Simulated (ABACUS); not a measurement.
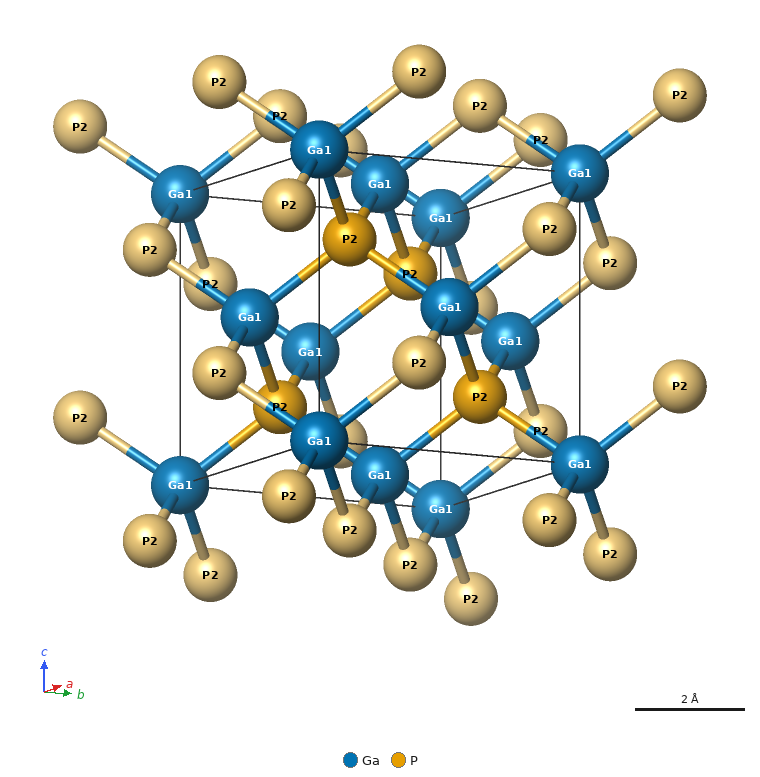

Figure 1. The structure (ball-and-stick view of the cell 4 times as large as that of the calculation, set on its symmetry axes, seen at an oblique angle; neighbours outside the cell are drawn fainter; atoms are numbered from 1 in the order of the input).

## Band-structure run, with input and output: GaP

System: GaP (F-43m, 2 atoms in the cell).
Method: Kohn-Sham DFT of a periodic cell, r2SCAN, SG15 ONCV 1.2 PBE, no spin polarisation (ABACUS 3.10.1).

The structure derives from an entry of the Crystallography Open Database. It belongs to a series of runs on one base structure; here: bands on the converged density.

### Log
```
ABACUS v3.10.1

               Atomic-orbital Based Ab-initio Computation at UStc

 ------------------------------------------------------------------------------------

 READING GENERAL INFORMATION
                           global_out_dir = OUT.GaP/
                           global_in_card = INPUT
                               pseudo_dir = ./
                              orbital_dir =
                                    DSIZE = 4
                                    GSIZE = 1

 READING UNITCELL INFORMATION
                                    ntype = 2
                  lattice constant (Bohr) = 1.88973
              lattice constant (Angstrom) = 1

 READING ATOM TYPE 1
                               atom label = Ga
                      L=0, number of zeta = 1
                      L=1, number of zeta = 1
                      L=2, number of zeta = 1
             number of atom for this type = 1

 READING ATOM TYPE 2
                               atom label = P
                      L=0, number of zeta = 1
                      L=1, number of zeta = 1
                      L=2, number of zeta = 1
             number of atom for this type = 1

                        TOTAL ATOM NUMBER = 2
DIRECT COORDINATES
    atom                   x                   y                   z     mag                  vx                  vy                  vz
taud_Ga1            0.0000000000        0.0000000000        0.0000000000  0.0000        0.0000000000        0.0000000000        0.0000000000
taud_P1            0.7500000000        0.7500000000        0.7500000000  0.0000        0.0000000000        0.0000000000        0.0000000000

                          Volume (Bohr^3) = 273.178
                             Volume (A^3) = 40.4807

 Lattice vectors: (Cartesian coordinate: in unit of a_0)
                   +0            +2.72525            +2.72525
             +2.72525                  +0            +2.72525
             +2.72525            +2.72525                  +0
 Reciprocal vectors: (Cartesian coordinate: in unit of 2 pi/a_0)
            -0.183469           +0.183469           +0.183469
            +0.183469           -0.183469           +0.183469
            +0.183469           +0.183469           -0.183469
 The esolver type has been set to : ksdft_pw

                PAO radial cut off (Bohr) = 7

 Read in pseudopotential file is Ga_ONCV_PBE-1.2.upf
                     pseudopotential type = NC
          exchange-correlation functional = PBE
                 nonlocal core correction = 0
                        valence electrons = 13
                                     lmax = 2
                           number of zeta = 0
                     number of projectors = 6
                           L of projector = 0
                           L of projector = 0
                           L of projector = 1
                           L of projector = 1
                           L of projector = 2
                           L of projector = 2
 XC functional updated to : MGGA_X_R2SCAN+MGGA_C_R2SCAN
          exchange-correlation functional = MGGA_X_R2SCAN+MGGA_C_R2SCAN
                PAO radial cut off (Bohr) = 7

 Read in pseudopotential file is P_ONCV_PBE-1.2.upf
                     pseudopotential type = NC
          exchange-correlation functional = PBE
                 nonlocal core correction = 0
                        valence electrons = 5
                                     lmax = 1
                           number of zeta = 0
                     number of projectors = 4
                           L of projector = 0
                           L of projector = 0
                           L of projector = 1
                           L of projector = 1
 XC functional updated to : MGGA_X_R2SCAN+MGGA_C_R2SCAN
          exchange-correlation functional = MGGA_X_R2SCAN+MGGA_C_R2SCAN
     initial pseudo atomic orbital number = 0

 SETUP THE ELECTRONS NUMBER
            electron number of element Ga = 13
      total electron number of element Ga = 13
             electron number of element P = 5
       total electron number of element P = 5
            AUTOSET number of electrons:  = 18
                           occupied bands = 9
                                   NBANDS = 19
                                   NLOCAL = 18

%%%%%%%%%%%%%%%%%%%%%%%%%%%%%%%%%%%%%%%%%%%%%%%%%%%%%%%%%%%%%%%%%%%%%%%%%%%%%%%%%%%%%%%%%%%%%%%%%%%%%%%%%%
 Warning: the number of valence electrons in pseudopotential > 3 for Ga: [Ar] 3d10 4s2 4p1
 Pseudopotentials with additional electrons can yield (more) accurate outcomes, but may be less efficient.
 If you're confident that your chosen pseudopotential is appropriate, you can safely ignore this warning.
%%%%%%%%%%%%%%%%%%%%%%%%%%%%%%%%%%%%%%%%%%%%%%%%%%%%%%%%%%%%%%%%%%%%%%%%%%%%%%%%%%%%%%%%%%%%%%%%%%%%%%%%%%

 SETUP THE PLANE WAVE BASIS
 energy cutoff for charge/potential (unit:Ry) = 376
            fft grid for charge/potential = [ 45, 45, 45 ]
                        fft grid division = [ 1, 1, 1 ]
        big fft grid for charge/potential = [ 45, 45, 45 ]
                                     nbxx = 91125
                                     nrxx = 91125

 SETUP PLANE WAVES FOR CHARGE/POTENTIAL
                    number of plane waves = 33487
                         number of sticks = 1369

 PARALLEL PW FOR CHARGE/POTENTIAL
     PROC   COLUMNS(POT)             PW
        1           1369          33487
 --------------- sum -------------------
        1           1369          33487
                            number of |g| = 338
                                  max |g| = 33.7957
                                  min |g| = 0

----------- Double Check Mixing Parameters Begin ------------
mixing_type: broyden
mixing_beta: 0.7
mixing_gg0: 1
mixing_gg0_min: 0.1
mixing_ndim: 8
----------- Double Check Mixing Parameters End ------------

 SETUP K-POINTS
                                    nspin = 1
                                   nkstot = 102
K-POINTS DIRECT COORDINATES
 KPOINTS    DIRECT_X    DIRECT_Y    DIRECT_Z  WEIGHT
       1  0.00000000  0.00000000  0.00000000  1.0000
       2  0.05000000  0.00000000  0.05000000  1.0000
       3  0.10000000  0.00000000  0.10000000  1.0000
       4  0.15000000  0.00000000  0.15000000  1.0000
       5  0.20000000  0.00000000  0.20000000  1.0000
       6  0.25000000  0.00000000  0.25000000  1.0000
       7  0.30000000  0.00000000  0.30000000  1.0000
       8  0.35000000  0.00000000  0.35000000  1.0000
       9  0.40000000  0.00000000  0.40000000  1.0000
      10  0.45000000  0.00000000  0.45000000  1.0000
      11  0.50000000  0.00000000  0.50000000  1.0000
      12  0.50000000  0.02500000  0.52500000  1.0000
      13  0.50000000  0.05000000  0.55000000  1.0000
      14  0.50000000  0.07500000  0.57500000  1.0000
      15  0.50000000  0.10000000  0.60000000  1.0000
      16  0.50000000  0.12500000  0.62500000  1.0000
      17  0.50000000  0.15000000  0.65000000  1.0000
      18  0.50000000  0.17500000  0.67500000  1.0000
      19  0.50000000  0.20000000  0.70000000  1.0000
      20  0.50000000  0.22500000  0.72500000  1.0000
      21  0.50000000  0.25000000  0.75000000  1.0000
      22  0.48750000  0.26250000  0.75000000  1.0000
      23  0.47500000  0.27500000  0.75000000  1.0000
      24  0.46250000  0.28750000  0.75000000  1.0000
      25  0.45000000  0.30000000  0.75000000  1.0000
      26  0.43750000  0.31250000  0.75000000  1.0000
      27  0.42500000  0.32500000  0.75000000  1.0000
      28  0.41250000  0.33750000  0.75000000  1.0000
      29  0.40000000  0.35000000  0.75000000  1.0000
      30  0.38750000  0.36250000  0.75000000  1.0000
[... 72 further k points ...]

           k-point number in this process = 26
       minimum distributed K point number = 25

[... K-POINTS CARTESIAN COORDINATES: 26 rows ...]

[... K-POINTS DIRECT COORDINATES: 26 rows ...]

 SETUP PLANE WAVES FOR WAVE FUNCTIONS
     energy cutoff for wavefunc (unit:Ry) = 94
              fft grid for wave functions = [ 45, 45, 45 ]
                    number of plane waves = 5065
                         number of sticks = 385

 PARALLEL PW FOR WAVE FUNCTIONS
     PROC   COLUMNS(POT)             PW
        1            385           5065
 --------------- sum -------------------
        1            385           5065

 SETUP NONLOCAL PSEUDOPOTENTIALS IN PLANE WAVE BASIS
 Ga non-local projectors:
 projector 1 L=0
 projector 2 L=0
 projector 3 L=1
 projector 4 L=1
 projector 5 L=2
 projector 6 L=2
 P non-local projectors:
 projector 1 L=0
 projector 2 L=0
 projector 3 L=1
 projector 4 L=1
      TOTAL NUMBER OF NONLOCAL PROJECTORS = 26

 Init Non-Local PseudoPotential table :
 Init Non-Local-Pseudopotential done.

                                     npwx = 4279

 -------------------------------------------
 NONSELF-CONSISTENT
 -------------------------------------------
                                 init_chg = file
 try to read charge from file
 Read in the charge density: OUT.GaP//GaP-CHARGE-DENSITY.restart
 try to read kinetic energy density from file
 Read in the kinetic energy density: OUT.GaP//GaP-TAU-DENSITY.restart

 PW ALGORITHM --------------- ION=   1  ELEC=   1--------------------------------
 k(1/102) Iter steps (avg)=12 threshold=1e-07
 k(2/102) Iter steps (avg)=12 threshold=1e-07
 k(3/102) Iter steps (avg)=12 threshold=1e-07
 k(4/102) Iter steps (avg)=13 threshold=1e-07
 k(5/102) Iter steps (avg)=13 threshold=1e-07
 k(6/102) Iter steps (avg)=14 threshold=1e-07
 k(7/102) Iter steps (avg)=15 threshold=1e-07
 k(8/102) Iter steps (avg)=17 threshold=1e-07
 k(9/102) Iter steps (avg)=18 threshold=1e-07
 k(10/102) Iter steps (avg)=19 threshold=1e-07
 k(11/102) Iter steps (avg)=17 threshold=1e-07
 k(12/102) Iter steps (avg)=17 threshold=1e-07
 k(13/102) Iter steps (avg)=18 threshold=1e-07
 k(14/102) Iter steps (avg)=19 threshold=1e-07
 k(15/102) Iter steps (avg)=20 threshold=1e-07
 k(16/102) Iter steps (avg)=19 threshold=1e-07
 k(17/102) Iter steps (avg)=19 threshold=1e-07
 k(18/102) Iter steps (avg)=26 threshold=1e-07
 k(19/102) Iter steps (avg)=24 threshold=1e-07
 k(20/102) Iter steps (avg)=19 threshold=1e-07
 k(21/102) Iter steps (avg)=19 threshold=1e-07
 k(22/102) Iter steps (avg)=19 threshold=1e-07
 k(23/102) Iter steps (avg)=20 threshold=1e-07
 k(24/102) Iter steps (avg)=20 threshold=1e-07
 k(25/102) Iter steps (avg)=18 threshold=1e-07
 k(26/102) Iter steps (avg)=18 threshold=1e-07
[... levels at 26 k points of this process ...]

 Density error is 0.00000000000
                          Error Threshold = 1.00000000000e-07
----------------------------------------------------------
     Energy           Rydberg                 eV
----------------------------------------------------------
 E_KohnSham     -143.3897922651      -1950.9182098411
 E_KS(sigma->0) -143.3897922649      -1950.9182098396
 E_Harris       -143.3897922651      -1950.9182098411
 E_band         -3.8458053173        -52.3248657142
 E_one_elec     -77.4173537234       -1053.3171347193
 E_Hartree      50.7506208718        690.4976208939
 E_xc           -20.2454355252       -275.4532816339
 E_Ewald        -96.4776238881       -1312.6454143789
 E_entropy(-TS) -0.0000000002        -0.0000000029
 E_descf        0.0000000000         0.0000000000
 E_exx          0.0000000000         0.0000000000
 E_Fermi        0.6170883354         8.3959175311
----------------------------------------------------------

 charge density convergence is achieved
 final etot is -1950.9182098 eV
 EFERMI = 8.3959175311 eV

 STATE ENERGY(eV) AND OCCUPATIONS    NSPIN == 1
 1/26 kpoint (Cartesian) = 0.0000 0.0000 0.0000 (4279 pws)
       1       -6.93098      0.0196078
       2       -6.93098      0.0196078
       3       -6.93098      0.0196078
       4       -6.80939      0.0196078
       5       -6.80939      0.0196078
       6       -5.68069      0.0196078
       7        7.47119      0.0196078
       8        7.47119      0.0196078
       9        7.47119      0.0196078
      10        9.47553    8.22246e-12
      11        11.5671    5.59464e-30
      12        11.5671    5.59464e-30
      13        11.5671    5.59464e-30
      14        16.7502    5.34258e-75
      15        17.8740    9.25641e-85
      16        17.8740    9.25641e-85
      17        20.7140        0.00000
      18        20.7140        0.00000
      19        20.7140        0.00000

 2/26 kpoint (Cartesian) = 0.0000 0.018347 0.0000 (4231 pws)
       1       -6.93854      0.0196078
       2       -6.92901      0.0196078
       3       -6.92901      0.0196078
       4       -6.81007      0.0196078
       5       -6.80872      0.0196078
       6       -5.63188      0.0196078
       7        7.07702      0.0196078
       8        7.33642      0.0196078
       9        7.33642      0.0196078
      10        9.84595    4.98386e-15
      11        11.4508    5.72489e-29
      12        11.7530    1.35987e-31
      13        11.7530    1.35987e-31
      14        16.9764    5.79936e-77
      15        17.4437    5.05998e-81
      16        17.9155    4.03604e-85
      17        20.8067        0.00000
      18        20.8067        0.00000
      19        20.9559        0.00000

 3/26 kpoint (Cartesian) = 0.0000 0.036694 0.0000 (4200 pws)
       1       -6.95835      0.0196078
       2       -6.92357      0.0196078
       3       -6.92357      0.0196078
       4       -6.81249      0.0196078
       5       -6.80683      0.0196078
       6       -5.48855      0.0196078
       7        6.28953      0.0196078
       8        6.99523      0.0196078
       9        6.99523      0.0196078
      10        10.4821    1.48576e-20
      11        11.2173    6.11251e-27
      12        12.2468    6.97831e-36
      13        12.2468    6.97831e-36
      14        16.5738    1.82192e-73
      15        17.6116    1.76034e-82
      16        18.0395    3.38324e-86
      17        21.0848        0.00000
      18        21.0848        0.00000
      19        21.3886        0.00000

 4/26 kpoint (Cartesian) = 0.0000 0.055041 0.0000 (4212 pws)
       1       -6.98447      0.0196078
       2       -6.91513      0.0196078
       3       -6.91513      0.0196078
       4       -6.81688      0.0196078
       5       -6.80396      0.0196078
       6       -5.25766      0.0196078
       7        5.40735      0.0196078
       8        6.55901      0.0196078
       9        6.55901      0.0196078
      10        10.5431    4.38600e-21
      11        11.4200    1.06105e-28
      12        12.9360    7.20268e-42
      13        12.9360    7.20268e-42
      14        15.8064    8.42103e-67
      15        18.2441    5.64954e-88
      16        18.5095        0.00000
      17        21.5468        0.00000
      18        21.5468        0.00000
      19        21.8587        0.00000

 5/26 kpoint (Cartesian) = 0.0000 0.073388 0.0000 (4208 pws)
       1       -7.01182      0.0196078
       2       -6.90432      0.0196078
       3       -6.90432      0.0196078
       4       -6.82272      0.0196078
       5       -6.80036      0.0196078
       6       -4.94685      0.0196078
       7        4.50487      0.0196078
       8        6.10730      0.0196078
       9        6.10730      0.0196078
      10        10.1924    4.87518e-18
      11        11.6881    4.97929e-31
      12        13.7396    7.54249e-49
      13        13.7396    7.54249e-49
      14        15.4953    4.24348e-64
      15        18.5258        0.00000
      16        19.5777        0.00000
      17        22.1872        0.00000
      18        22.1872        0.00000
      19        22.4130        0.00000

 6/26 kpoint (Cartesian) = 0.0000 0.091735 0.0000 (4208 pws)
       1       -7.03738      0.0196078
       2       -6.89212      0.0196078
       3       -6.89212      0.0196078
       4       -6.82962      0.0196078
       5       -6.79636      0.0196078
       6       -4.56406      0.0196078
       7        3.60717      0.0196078
       8        5.68503      0.0196078
       9        5.68503      0.0196078
      10        9.84773    4.81001e-15
      11        11.4963    2.30489e-29
      12        14.6118    2.00307e-56
      13        14.6118    2.00307e-56
      14        15.8227    6.08457e-67
      15        18.8780        0.00000
      16        20.7257        0.00000
      17        22.9839        0.00000
      18        22.9839        0.00000
      19        23.0993        0.00000

[... levels at 20 further k points ...]

 --------------------------------------------
 !FINAL_ETOT_IS -1950.918209841073 eV
 --------------------------------------------

 Output bands in file: OUT.GaP/BANDS_1.dat
```

The run was set up as follows.

### Input file
```
INPUT_PARAMETERS
suffix              GaP
calculation         nscf
basis_type          pw
pseudo_dir          ./
symmetry            -1
dft_functional      MGGA_X_R2SCAN+MGGA_C_R2SCAN
ecutwfc             94.0
pseudo_rcut         7
nspin               1
nbands              19
ks_solver           dav
smearing_method     fd
smearing_sigma      0.00367493
scf_thr             1e-08
scf_nmax            100
mixing_type         broyden
mixing_beta         0.7
mixing_tau          1
init_chg            file
pw_diag_thr         1e-07
out_band            1
kpar                4
```

### File STRU
```
ATOMIC_SPECIES
Ga 69.7230 Ga_ONCV_PBE-1.2.upf
P 30.9738 P_ONCV_PBE-1.2.upf

LATTICE_CONSTANT
1.8897261246

LATTICE_VECTORS
0.0000000000 2.7252500000 2.7252500000
2.7252500000 0.0000000000 2.7252500000
2.7252500000 2.7252500000 0.0000000000

ATOMIC_POSITIONS
Direct

Ga
0.0
1
0.0000000000 0.0000000000 0.0000000000 1 1 1

P
0.0
1
0.7500000000 0.7500000000 0.7500000000 1 1 1
```

### File KPT
```
K_POINTS
12
Line
0.00000000 0.00000000 0.00000000 10 // G
0.50000000 0.00000000 0.50000000 10 // X
0.50000000 0.25000000 0.75000000 10 // W
0.37500000 0.37500000 0.75000000 10 // K
0.00000000 0.00000000 0.00000000 10 // G
0.50000000 0.50000000 0.50000000 10 // L
0.62500000 0.25000000 0.62500000 10 // U
0.50000000 0.25000000 0.75000000 10 // W
0.50000000 0.50000000 0.50000000 10 // L
0.37500000 0.37500000 0.75000000 1 // K
0.62500000 0.25000000 0.62500000 10 // U
0.50000000 0.00000000 0.50000000 1 // X
```

Launched with:
```bash
OMP_NUM_THREADS=1 mpirun -np 4 abacus > log
```

### Summary

- outcome: converged
- space group (tolerance 0.01 Å): F-43m (216)
- electrons treated: 18
- Fermi energy of the self-consistent step: 8.361 eV
- gap on the band path: 1.82 eV
- hardware: 4 threads of Intel Xeon (Granite Rapids), 12 GiB of memory available, shared host
- wall time: 75 s (CPU time 5 min)
- peak memory: 0.48 GiB
